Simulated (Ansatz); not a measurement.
BN (space group F-43m, No. 216): a calculation's input that goes back to an entry of the Crystallography Open Database (an earlier step may have relaxed or displaced it).

```cif
data_structure
_symmetry_space_group_name_H-M 'F-43m'
_symmetry_Int_Tables_number 216
_cell_length_a 3.6150
_cell_length_b 3.6150
_cell_length_c 3.6150
_cell_angle_alpha 90.000
_cell_angle_beta 90.000
_cell_angle_gamma 90.000
_cell_volume 47.24
loop_
_atom_site_label
_atom_site_type_symbol
_atom_site_symmetry_multiplicity
_atom_site_Wyckoff_symbol
_atom_site_fract_x
_atom_site_fract_y
_atom_site_fract_z
_atom_site_occupancy
B1 B 4 a 0.00000 0.00000 0.00000 1
N1 N 4 c 0.25000 0.75000 0.75000 1
```

Bonds are taken as B–N below 1.8 Å; no other contact counts. The graph is simplified in the usual way: terminal and isolated atoms are pruned, two-connected atoms become edges.

Derive the underlying net.

The result is a uninodal 4-connected, three-periodic net: B and N are 4-connected nodes. It is the dia net, known from diamond, zinc blende and cristobalite. It is a single net, without interpenetration.

| node | links | point symbol | coordination sequence |
| --- | --- | --- | --- |
| B and N | 4 | 6⁶ | 4 12 24 42 64 |

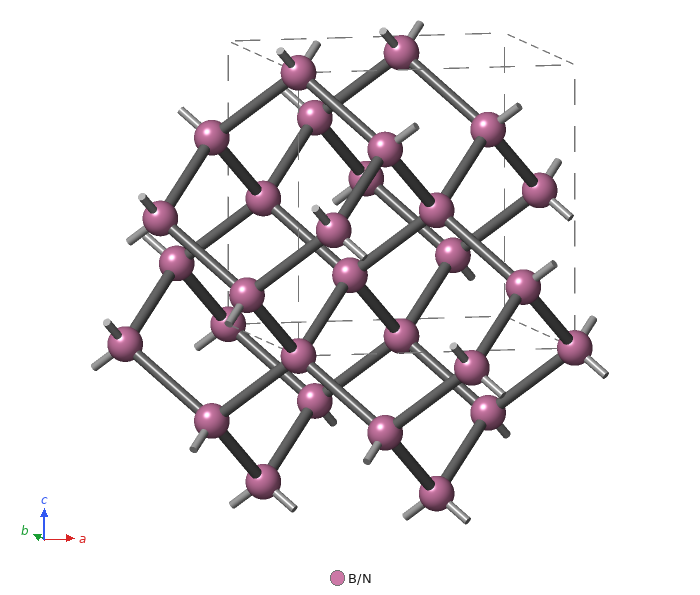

Nodes are coloured by topological kind. Short stubs are edges that leave the cut-out.
